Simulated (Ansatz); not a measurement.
Consider NiGe.

Input file:

```
crystal:
  lattice:
    - [1.506893814, 1.506893814, 3.5312425042]
    - [1.506893814, 3.5312425042, 1.506893814]
    - [7.0624850084, 3.0137876279, 3.0137876279]
  atoms:
    - { symbol: Ni, position: [0.0, 1.0, 0.0], spin: 1.0 }
    - { symbol: Ge, position: [0.5, 0.5, 0.25] }
    - { symbol: Ni, position: [0.0, 1.0, 0.5], spin: -1.0 }
    - { symbol: Ge, position: [0.5, 0.5, 0.75] }
basis:
  ecutwfc: 420
kpoints:
  mp_grid: { grid: [18, 18, 9] }
hamiltonian:
  xc: pbe
scf:
  occupations: { method: gaussian, width: 0.1 }
  lower_state_search: "off"
output:
  forces: true
  stress: true
  eigenvalues: true
  populations: true
  write_density: true
  write_potential: true
  elf: true
  volumetric_format: npy
magnetization:
  spin_polarized: true
```

Launched as:

```sh
ansatz run input.yaml --threads 1 --pin off --max-ram 2560MiB --backend cpu --events-out ev --progress --plain --runs-dir out
```

Below, planes, directions and counts refer to the calculation cell with its axes reversed (a = 4.12 Å, b = 4.12 Å, c = 8.25 Å, α = 40.62°, β = 40.62°, γ = 40.62°).

Space group R-3m; started from the CuPt (L1_1) prototype, which need not be the ambient phase; the program warned that a starting moment wasn't kept; spin-polarised, but the moments vanished.

Computed with DFT PBE, scalar-relativistic, plane waves, PAW in Ansatz.

Question: What will maps of the electron localisation function show?

Answer: Ni–Ge (2.51 Å): the ELF is about 0.40 at the midpoint.

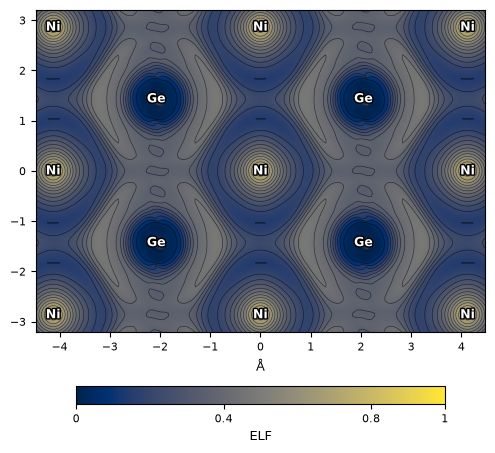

Computed electron localisation function on the (110) plane of the calculation cell with its axes reversed. 

Core electrons are frozen (PAW), and the valence fields are smoothed inside the atomic spheres.
